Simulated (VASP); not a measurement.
# Dielectric calculation, with input and output: Al7GaN8 (part 2 of 2)

The same run, continued: Al7GaN8 (P3m1, 16 atoms in the cell); Kohn-Sham DFT of a periodic cell, PBEsol, VASP PAW PBE potentials, recommended, no spin polarisation (VASP 6.6.1); cutoff 600 eV, 6×6×6 k-mesh, Gaussian smearing of 0.03 eV. The structure was built on a prototype by a generator; it need not be a known phase.

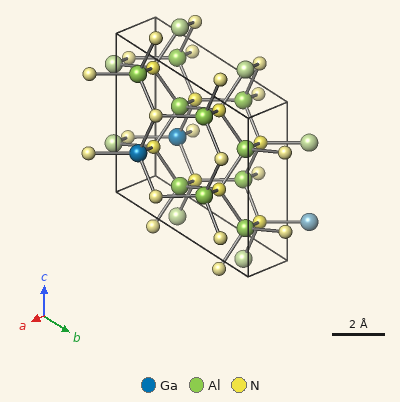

Fig. 1: The input geometry (ball-and-stick view of the cell of the calculation, seen slightly off an axis; neighbours outside the cell are drawn fainter). An atom can appear more than once, as a periodic image.

**Parts of OUTCAR, continued**
```
 k-point     3 :       0.3333    0.0000    0.0000
  band No.  band energies     occupation
      1      -8.9377      2.00000
      2      -8.0610      2.00000
      3      -7.7828      2.00000
      4      -7.7828      2.00000
      5      -7.4060      2.00000
      6      -6.9924      2.00000
      7      -6.9118      2.00000
      8      -6.9118      2.00000
      9      -6.7331      2.00000
     10      -6.7331      2.00000
     11      -6.1342      2.00000
     12      -5.9486      2.00000
     13      -5.9486      2.00000
     14      -0.3385      2.00000
     15       0.1299      2.00000
     16       0.1299      2.00000
     17       0.4919      2.00000
     18       0.7402      2.00000
     19       0.7402      2.00000
     20       1.1931      2.00000
     21       3.6585      2.00000
     22       3.6900      2.00000
     23       3.6900      2.00000
     24       4.0285      2.00000
     25       4.0510      2.00000
     26       4.0722      2.00000
     27       4.0722      2.00000
     28       4.7327      2.00000
     29       4.7345      2.00000
     30       4.7345      2.00000
     31       4.8198      2.00000
     32       4.8198      2.00000
     33       4.8577      2.00000
     34       5.2163      2.00000
     35       5.2163      2.00000
     36       5.6056      2.00000
     37       5.6056      2.00000
     38      10.4430      0.00000
     39      10.7326      0.00000
     40      10.7326      0.00000
     41      11.2522      0.00000
     42      11.4856      0.00000
     43      11.5845      0.00000
     44      11.5845      0.00000
     45      12.2973      0.00000
     46      14.1216      0.00000

 k-point     4 :       0.5000    0.0000    0.0000
  band No.  band energies     occupation
      1      -8.5760      2.00000
      2      -8.4185      2.00000
      3      -7.7621      2.00000
      4      -7.7621      2.00000
      5      -7.4236      2.00000
      6      -6.9646      2.00000
      7      -6.9113      2.00000
      8      -6.9113      2.00000
      9      -6.7357      2.00000
     10      -6.7357      2.00000
     11      -6.2432      2.00000
     12      -5.9543      2.00000
     13      -5.9543      2.00000
     14      -0.3797      2.00000
     15       0.2284      2.00000
     16       0.2284      2.00000
     17       0.2327      2.00000
     18       0.3381      2.00000
     19       0.3381      2.00000
     20       2.4031      2.00000
     21       2.6360      2.00000
     22       4.3389      2.00000
     23       4.3638      2.00000
     24       4.3638      2.00000
     25       4.4011      2.00000
     26       4.4011      2.00000
     27       4.4086      2.00000
     28       4.4298      2.00000
     29       4.4842      2.00000
     30       4.4842      2.00000
     31       4.5090      2.00000
     32       4.5090      2.00000
     33       4.7272      2.00000
     34       5.3149      2.00000
     35       5.3149      2.00000
     36       5.5013      2.00000
     37       5.5013      2.00000
     38      10.6992      0.00000
     39      11.0468      0.00000
     40      11.0468      0.00000
     41      11.0846      0.00000
     42      11.0867      0.00000
     43      11.0867      0.00000
     44      11.8833      0.00000
     45      12.1367      0.00000
     46      14.0601      0.00000

 k-point     5 :       0.0000    0.1667    0.0000
  band No.  band energies     occupation
      1      -9.2475      2.00000
      2      -7.9470      2.00000
      3      -7.8446      2.00000
      4      -7.8039      2.00000
      5      -7.4107      2.00000
      6      -7.0383      2.00000
      7      -6.9270      2.00000
      8      -6.7567      2.00000
      9      -6.7292      2.00000
     10      -6.7268      2.00000
     11      -5.9976      2.00000
     12      -5.9199      2.00000
     13      -5.7698      2.00000
     14      -0.2017      2.00000
     15       0.3172      2.00000
     16       0.5306      2.00000
     17       0.6171      2.00000
     18       1.5366      2.00000
     19       1.8185      2.00000
     20       1.8919      2.00000
     21       2.0973      2.00000
     22       2.3859      2.00000
     23       2.4642      2.00000
     24       3.4702      2.00000
     25       3.4991      2.00000
     26       3.8228      2.00000
     27       4.1288      2.00000
     28       4.1699      2.00000
     29       4.4169      2.00000
     30       4.6236      2.00000
     31       4.8962      2.00000
     32       4.9607      2.00000
     33       4.9793      2.00000
     34       5.2499      2.00000
     35       5.3489      2.00000
     36       5.7642      2.00000
     37       5.8738      2.00000
     38      10.1408      0.00000
     39      11.4841      0.00000
     40      11.5857      0.00000
     41      11.6606      0.00000
     42      11.8662      0.00000
     43      11.9622      0.00000
     44      12.0373      0.00000
     45      12.4879      0.00000
     46      13.4431      0.00000

 [... the levels of 18 k-points are left out ...]

 k-point    24 :       0.5000    0.1667    0.1667
  band No.  band energies     occupation
      1      -8.3923      2.00000
      2      -8.2077      2.00000
      3      -7.8341      2.00000
      4      -7.7728      2.00000
      5      -7.4732      2.00000
      6      -7.1518      2.00000
      7      -7.1186      2.00000
      8      -6.9197      2.00000
      9      -6.7338      2.00000
     10      -6.7248      2.00000
     11      -6.2882      2.00000
     12      -6.1458      2.00000
     13      -5.9575      2.00000
     14       0.0758      2.00000
     15       0.5500      2.00000
     16       0.6785      2.00000
     17       0.8061      2.00000
     18       0.8174      2.00000
     19       0.8838      2.00000
     20       2.3327      2.00000
     21       2.5180      2.00000
     22       3.0856      2.00000
     23       3.1201      2.00000
     24       3.9522      2.00000
     25       3.9642      2.00000
     26       4.0135      2.00000
     27       4.0678      2.00000
     28       4.6035      2.00000
     29       4.6485      2.00000
     30       4.6553      2.00000
     31       4.6724      2.00000
     32       4.7045      2.00000
     33       4.7929      2.00000
     34       4.8986      2.00000
     35       5.0129      2.00000
     36       5.0899      2.00000
     37       5.2385      2.00000
     38      11.3590      0.00000
     39      11.6027      0.00000
     40      11.6273      0.00000
     41      11.6853      0.00000
     42      11.8453      0.00000
     43      11.9585      0.00000
     44      12.4849      0.00000
     45      12.6417      0.00000
     46      14.1971      0.00000

 [... further k-points ...]

  FORCE on cell =-STRESS in cart. coord.  units (eV):
  Direction    XX          YY          ZZ          XY          YZ          ZX
  --------------------------------------------------------------------------------------
  -------------------------------------------------------------------------------------
  Total        0.0029800      0.0029800      0.0043144      0.0000000     -0.0000000      0.0000000
  in kB        0.0282390      0.0282390      0.0408838      0.0000000     -0.0000000      0.0000000
  external PRESSURE =       0.0324540 kB  Pullay stress =       0.0000000 kB

 VOLUME and BASIS-vectors are now :
 -----------------------------------------------------------------------------
  energy-cutoff  :      600.00
  volume of cell :      169.07
      direct lattice vectors                 reciprocal lattice vectors
     0.000000000  0.000000000 -5.013201108     0.000000000  0.000000000 -0.199473346
     3.120221332  5.404381880  0.000000000     0.160245043  0.092517518  0.000000000
     3.120221332 -5.404381880  0.000000000     0.160245043 -0.092517518  0.000000000

 POSITION                                       TOTAL-FORCE (eV/Angst)
 -----------------------------------------------------------------------------------
      1.56011     -0.90073     -5.00997         0.000000      0.000000      0.001040
      3.11769     -3.60438     -0.00201         0.000002      0.000001     -0.000272
      3.12275      1.80000     -0.00201        -0.000002      0.000001     -0.000272
      4.68033     -0.89781     -0.00201         0.000000     -0.000002     -0.000272
      3.12773     -1.80580     -2.50995         0.000213     -0.000123      0.000349
      1.56011      0.90940     -2.50995         0.000000      0.000246      0.000349
      4.68033      0.90073     -2.51121         0.000000      0.000000     -0.001222
      3.11271      3.59859     -2.50995        -0.000213     -0.000123      0.000349
      1.56011     -0.90073     -3.05411         0.000000      0.000000      0.000855
      3.11820     -3.60409     -3.11113         0.000080      0.000046     -0.000289
      3.12224      1.80030     -3.11113        -0.000080      0.000046     -0.000289
      4.68033     -0.89840     -3.11113         0.000000     -0.000092     -0.000289
      3.15255     -1.82012     -0.61099        -0.000179      0.000103      0.000323
      1.56011      0.93806     -0.61099         0.000000     -0.000206      0.000323
      4.68033      0.90073     -0.60112         0.000000      0.000000     -0.001007
      3.08789      3.58426     -0.61099         0.000179      0.000103      0.000323
 -----------------------------------------------------------------------------------
    total drift:                                0.000014      0.000087      0.001976

  FREE ENERGIE OF THE ION-ELECTRON SYSTEM (eV)
  ---------------------------------------------------
  free  energy   TOTEN  =      -122.7032624662 eV

  energy  without entropy=     -122.7032624662  energy(sigma->0) =     -122.70326247

 HEAD OF MICROSCOPIC STATIC DIELECTRIC TENSOR (INDEPENDENT PARTICLE, excluding Hartree and local field effects)
 ------------------------------------------------------
           4.819860     0.000000    -0.000000
           0.000000     4.819860     0.000000
           0.000000    -0.000000     5.016171
 ------------------------------------------------------

 Free energy of the ion-electron system (eV)
  ---------------------------------------------------
  ---------------------------------------------------
  free energy    TOTEN  =        -1.83070664 eV

  energy without entropy =       -1.83070664

------------------------ aborting loop because EDIFF is reached ----------------------------------------

--------------------------------------- Ionic step        2  -------------------------------------------

------------------------ aborting loop because EDIFF is reached ----------------------------------------

--------------------------------------- Ionic step        3  -------------------------------------------

 Free energy of the ion-electron system (eV)
  ---------------------------------------------------
  ---------------------------------------------------
  free energy    TOTEN  =        -1.93010959 eV

  energy without entropy =       -1.93010959

------------------------ aborting loop because EDIFF is reached ----------------------------------------

 PIEZOELECTRIC TENSOR FIELD DIRECTION 3  (e Angst)
 -----------------------------------------------------------------------------
     3.08558  0.00000  0.00000           (  0.06401  0.00000  0.00000)
     0.00000  3.08558 -0.00000           (  0.00000  0.06401  0.00000)
     0.00000  0.00000 -5.10095           (  0.00000  0.00000 -0.12875)

 PIEZOELECTRIC TENSOR FIELD DIRECTION 3  (C/m^2)
 -----------------------------------------------------------------------------
     0.29240  0.00000  0.00000
     0.00000  0.29240 -0.00000
     0.00000  0.00000 -0.48338

 MACROSCOPIC STATIC DIELECTRIC TENSOR (including local field effects in DFT)
 ------------------------------------------------------
           4.628240     0.000000    -0.000000
          -0.000000     4.628240    -0.000000
           0.000000     0.000000     4.837406
 ------------------------------------------------------

 PIEZOELECTRIC TENSOR (including local field effects)  for field in x, y, z        (e  Angst)
          XX          YY          ZZ          XY          YZ          ZX
  --------------------------------------------------------------------------------
  x     0.00000     0.00000     0.00000     0.43828     0.00000     3.81502
  y     0.43828    -0.43828     0.00000     0.00000     3.81502     0.00000
  z     3.08558     3.08558    -5.10095     0.00000     0.00000     0.00000

 PIEZOELECTRIC TENSOR (including local field effects)  for field in x, y, z        (C/m^2)
          XX          YY          ZZ          XY          YZ          ZX
  --------------------------------------------------------------------------------
  x     0.00000     0.00000     0.00000     0.04153     0.00000     0.36152
  y     0.04153    -0.04153     0.00000     0.00000     0.36152     0.00000
  z     0.29240     0.29240    -0.48338     0.00000     0.00000     0.00000

 BORN EFFECTIVE CHARGES (including local field effects) (in |e|, cummulative output)
 ---------------------------------------------------------------------------------
 ion    1
    1     2.51105     0.00000     0.00000
    2     0.00000     2.51105     0.00000
    3    -0.00000     0.00000     2.70150
 ion    2
    1     2.50390    -0.05620     0.02147
    2    -0.05620     2.56880     0.01239
    3     0.01261     0.00728     2.62640
 ion    3
    1     2.50390     0.05620    -0.02147
    2     0.05620     2.56880     0.01239
    3    -0.01261     0.00728     2.62640
 ion    4
    1     2.60124     0.00000    -0.00000
    2     0.00000     2.47146    -0.02479
    3     0.00000    -0.01456     2.62640
 ion    5
    1     2.50213     0.01990    -0.08314
    2     0.01990     2.52511     0.04800
    3     0.12763    -0.07369     2.71348
 ion    6
    1     2.53659    -0.00000     0.00000
    2    -0.00000     2.49064    -0.09601
    3     0.00000     0.14737     2.71348
 ion    7
    1     2.50274     0.00000     0.00000
    2    -0.00000     2.50274    -0.00000
    3    -0.00000     0.00000     2.68589
 ion    8
    1     2.50213    -0.01990     0.08314
    2    -0.01990     2.52511     0.04800
    3    -0.12763    -0.07369     2.71348
 ion    9
    1    -2.45863     0.00000    -0.00000
    2     0.00000    -2.45863    -0.00000
    3     0.00000    -0.00000    -2.71728
 ion   10
    1    -2.50938     0.00659     0.00124
    2     0.00659    -2.51699     0.00072
    3    -0.01867    -0.01078    -2.67212
 ion   11
    1    -2.50938    -0.00659    -0.00124
    2    -0.00659    -2.51699     0.00072
    3     0.01867    -0.01078    -2.67212
 ion   12
    1    -2.52079     0.00000     0.00000
    2     0.00000    -2.50557    -0.00143
    3     0.00000     0.02156    -2.67212
 ion   13
    1    -2.59519     0.06129     0.03889
    2     0.06129    -2.52442    -0.02245
    3     0.00356    -0.00206    -2.66500
 ion   14
    1    -2.48903     0.00000     0.00000
    2    -0.00000    -2.63058     0.04491
    3     0.00000     0.00411    -2.66500
 ion   15
    1    -2.48611     0.00000     0.00000
    2     0.00000    -2.48611    -0.00000
    3     0.00000     0.00000    -2.67842
 ion   16
    1    -2.59519    -0.06129    -0.03889
    2    -0.06129    -2.52442    -0.02245
    3    -0.00356    -0.00206    -2.66500
```

**CONTCAR**
```
Al7GaN8
   1.00000000000000
     0.0000000000000000    0.0000000000000000   -5.0132011080999996
     3.1202213319999998    5.4043818795999998    0.0000000000000000
     3.1202213319999998   -5.4043818795999998    0.0000000000000000
  Ga              Al              N
     1     7     8
Direct
     0.9993559374402281    0.1666666699999979    0.3333333300000021
     0.0004012475734854    0.1661262908328140    0.8330631404164137
     0.0004012475734854    0.6669368595835863    0.3338737091671860
     0.0004012475734854    0.6669368595835863    0.8330631404164137
     0.5006684819592238    0.3341353741730799    0.6682707583461465
     0.5006684819592238    0.3341353741730799    0.1658646258269201
     0.5009202036931413    0.8333333300000021    0.6666666699999979
     0.5006684819592238    0.8317292416538535    0.1658646258269201
     0.6092136488084421    0.1666666699999979    0.3333333300000021
     0.6205875339636435    0.1662356202893704    0.8331178051446813
     0.6205875339636435    0.6668821948553187    0.3337643797106296
     0.6205875339636435    0.6668821948553187    0.8331178051446813
     0.1218768929309633    0.3367868077570435    0.6735736255140878
     0.1218768929309633    0.3367868077570435    0.1632131922429565
     0.1199077407762132    0.8333333300000021    0.6666666699999979
     0.1218768929309633    0.8264263744859122    0.1632131922429565

  0.00000000E+00  0.00000000E+00  0.00000000E+00
  0.00000000E+00  0.00000000E+00  0.00000000E+00
  0.00000000E+00  0.00000000E+00  0.00000000E+00
  0.00000000E+00  0.00000000E+00  0.00000000E+00
  0.00000000E+00  0.00000000E+00  0.00000000E+00
  0.00000000E+00  0.00000000E+00  0.00000000E+00
  0.00000000E+00  0.00000000E+00  0.00000000E+00
  0.00000000E+00  0.00000000E+00  0.00000000E+00
  0.00000000E+00  0.00000000E+00  0.00000000E+00
  0.00000000E+00  0.00000000E+00  0.00000000E+00
  0.00000000E+00  0.00000000E+00  0.00000000E+00
  0.00000000E+00  0.00000000E+00  0.00000000E+00
  0.00000000E+00  0.00000000E+00  0.00000000E+00
  0.00000000E+00  0.00000000E+00  0.00000000E+00
  0.00000000E+00  0.00000000E+00  0.00000000E+00
  0.00000000E+00  0.00000000E+00  0.00000000E+00
```

The run was set up as follows.

**INCAR**
```
ALGO = Normal
EDIFF = 1E-8
ENCUT = 600
GGA = PS
ISIF = 2
ISMEAR = 0
KPAR = 8
LASPH = True
LCHARG = False
LEPSILON = True
LREAL = False
LWAVE = False
NELM = 80
PREC = Accurate
SIGMA = 0.03
```

**KPOINTS**
```
k-points
0
Gamma
  6 6 6
```

**POSCAR**
```
Al7GaN8                                 
1.0
    0.0000000000     -0.0000000000     -5.0132011081
    3.1202213320      5.4043818796      0.0000000000
    3.1202213320     -5.4043818796     -0.0000000000
  Ga              Al              N             
     1     7     8
Direct
     0.9993559374402282    0.1666666699999979    0.3333333300000021
     0.0004012475734887    0.1661262908328143    0.8330631404164103
     0.0004012475734887    0.6669368595835897    0.3338737091671857
     0.0004012475734887    0.6669368595835897    0.8330631404164103
     0.5006684819592264    0.3341353741730766    0.6682707583461469
     0.5006684819592264    0.3341353741730766    0.1658646258269235
     0.5009202036931448    0.8333333300000021    0.6666666699999979
     0.5006684819592264    0.8317292416538531    0.1658646258269235
     0.6092136488084438    0.1666666699999979    0.3333333300000021
     0.6205875339636459    0.1662356202893700    0.8331178051446845
     0.6205875339636459    0.6668821948553155    0.3337643797106300
     0.6205875339636459    0.6668821948553155    0.8331178051446845
     0.1218768929309610    0.3367868077570425    0.6735736255140858
     0.1218768929309610    0.3367868077570425    0.1632131922429575
     0.1199077407762108    0.8333333300000021    0.6666666699999979
     0.1218768929309610    0.8264263744859142    0.1632131922429575
```

Run as:
```bash
cat potpaw_PBE.64/Ga_d/POTCAR potpaw_PBE.64/Al/POTCAR potpaw_PBE.64/N/POTCAR > POTCAR
mpirun -np 8 vasp_std > vasp.out
```

**Results in brief**

```csv
quantity,value
outcome,converged
space group (tolerance 0.01 Å),P3m1 (156)
electrons treated,74
gap on the k-point mesh,3.79 eV
"ε∞ (xx, yy, zz)","4.63, 4.63, 4.84"
hardware,"8 threads of Intel Xeon (Sapphire Rapids), 176 GiB of memory available, shared host"
wall time,16 min (CPU time 2 h)
peak memory,2.1 GiB
```
